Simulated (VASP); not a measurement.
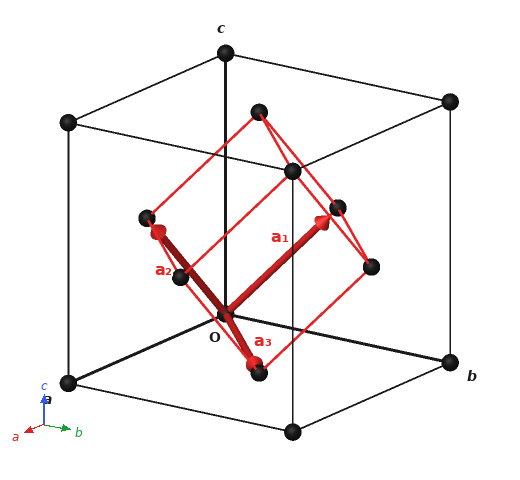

For KCl, an entry of the Crystallography Open Database, as set up for an electronic-structure calculation: the conventional cell (thin) and a primitive cell (coloured, vectors a₁, a₂, a₃), with the lattice points alone. The drawing is computed from the coordinates (standard cell, symmetry found to 0.002 Å).

a = 6.293 Å, b = 6.293 Å, c = 6.293 Å, α = 90.00°, β = 90.00°, γ = 90.00°.

> What is the centring, and how are the primitive vectors built?

F, face-centred cubic, with lattice points at (0, 0, 0), (1/2, 1/2, 0), (1/2, 0, 1/2), (0, 1/2, 1/2). a₁ = 1/2 b + 1/2 c; a₂ = 1/2 a + 1/2 c; a₃ = 1/2 a + 1/2 b.

> Give the primitive cell's size and content.

Edges 4.450, 4.450, 4.450 Å; angles 60.00°, 60.00°, 60.00°; volume 62.30 Å³, 1/4 of the conventional cell; 2 of its 8 atoms.
